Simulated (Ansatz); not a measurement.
Consider SnMo3O8.

```
CELL_PARAMETERS angstrom
-0.00004 -0.00005 -5.87938
-4.75924 4.75935 0.00001
4.87571 4.87583 0.00006
ATOMIC_POSITIONS crystal
O 0.50000 0.99998 0.80874
O 0.00000 0.49998 0.30874
O 0.50000 0.49998 0.27920
O 0.00000 0.99998 0.77920
O 0.50000 0.00001 0.19128
O 0.00000 0.50001 0.69128
O 0.00000 0.00002 0.22081
O 0.50000 0.50002 0.72081
O 0.75501 0.20729 0.50003
O 0.25501 0.70729 0.00003
O 0.74498 0.70729 0.00003
O 0.24498 0.20729 0.50003
O 0.25502 0.29271 0.99999
O 0.75502 0.79271 0.49999
O 0.74498 0.29271 0.99999
O 0.24498 0.79271 0.49999
Mo 0.50000 0.50000 0.00001
Mo 0.00000 0.00000 0.50001
Mo 0.22197 0.00000 0.00001
Mo 0.72197 0.50000 0.50001
Mo 0.77803 0.00000 0.00000
Mo 0.27803 0.50000 0.50000
Sn 0.50000 0.00000 0.50000
Sn 0.00000 0.50000 0.00000
```

Space group Immm; a generated structure, not necessarily the stable one; computed without spin polarisation.

All numbers below come from DFT r2SCAN, scalar-relativistic, plane waves, PAW (Ansatz).

> What can the converged valence pseudo-density and electron localisation function tell about the bonding?

Mo–O (1.93 Å): ρ at the midpoint is about 0.97 e/Å³; the ELF peaks at about 0.85 in the valence shell of O, 0.6 Å from its nucleus, and drops to about 0.20 between the two atoms: no localised pair shows between them.
Mo–Mo (2.61 Å): the density is about 0.52 e/Å³ at the midpoint; the ELF is about 0.40 at the midpoint.
Mo–O (2.01 Å): ρ at the midpoint is about 0.79 e/Å³; the ELF peaks at about 0.80 in the valence shell of O, 0.6 Å from its nucleus, and drops to about 0.15 between the two atoms (no shared electron pair shows on this line).
Mo–O (2.10 Å): ρ is about 0.64 e/Å³ halfway; the ELF peaks at about 0.85 in the valence shell of O, 0.6 Å from its nucleus, and is about 0.15 at the midpoint (no localised pair shows between them).

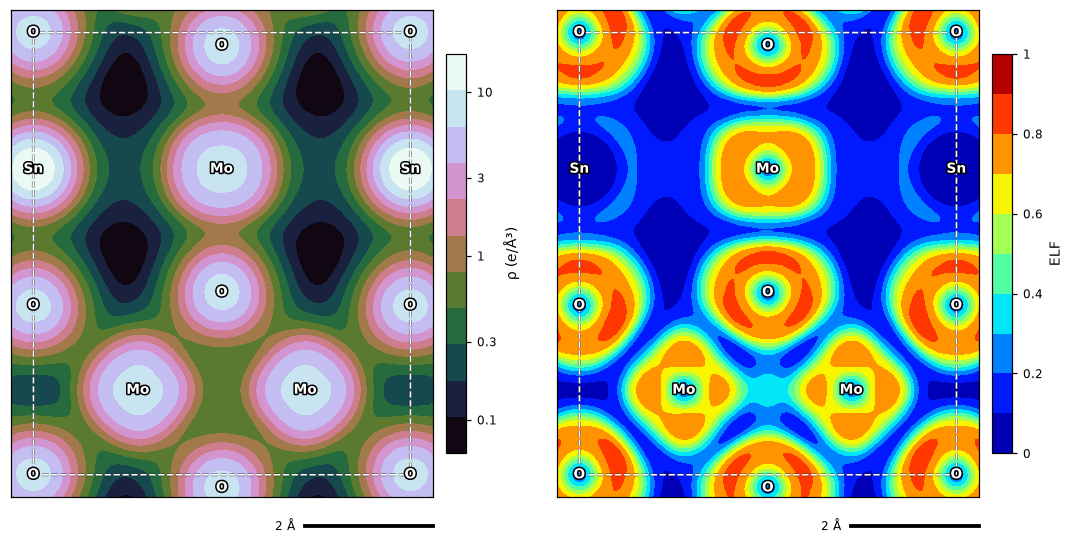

Computed valence pseudo-density and electron localisation function on the (010) plane of the conventional cell, in this order. 

Core electrons are frozen (PAW), and the valence fields are smoothed inside the atomic spheres.
